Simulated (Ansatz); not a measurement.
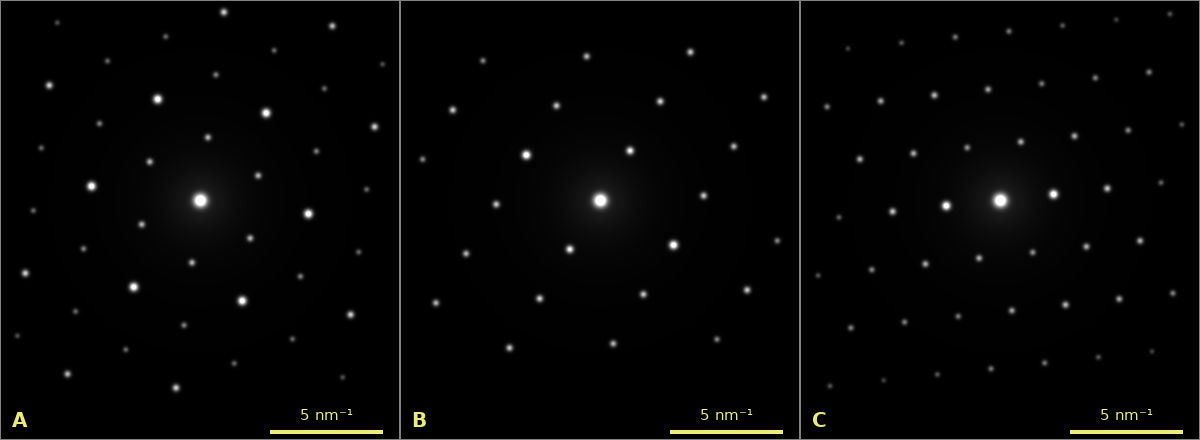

Kinematic electron diffraction patterns (120 kV, B = 0.5 Å², same scale, each along a low-index zone) of three structures of composition Br, each relaxed at zero pressure with Ansatz, DFT PBE, scalar-relativistic, plane waves, PAW.

The structures (standard cells):
1. P3_121 (No. 152), a = 4.754 Å, c = 7.384 Å (hexagonal axes), 3 atoms; generated start, possibly hypothetical
2. P-62m (No. 189), a = 7.691 Å, c = 2.576 Å (hexagonal axes), 3 atoms; generated start, possibly hypothetical
3. P6_3/mmc (No. 194), a = 4.066 Å, c = 8.207 Å (hexagonal axes), 4 atoms; generated start, possibly hypothetical

> Which pattern belongs to which structure, and along which zone?

A is structure 3 along [001]: hexagonal net of 1 0 0 at d = 3.52 Å and 0 1 0 at d = 3.52 Å, 60.0° apart. B is structure 2 along [210] or an equivalent direction: rectangular net of 1 -2 0 at d = 3.85 Å and 0 0 1 at d = 2.58 Å, 90.0° apart. C is structure 1 along [101] or an equivalent direction: centred rectangular net of 0 1 0 at d = 4.12 Å and 1 0 -1 at d = 3.60 Å, 64.1° apart.

> Which structure lies lowest at this level of theory, and by how much?

Structure 1 (P3_121, 48.18 Å³ an atom) is the lowest of these; structure 2 (P-62m, 43.99 Å³ an atom) lies about 53 meV an atom higher; structure 3 (P6_3/mmc, 29.37 Å³ an atom) lies about 450 meV an atom higher. These are static energies at 0 K; other structures, not shown, may lie lower still.
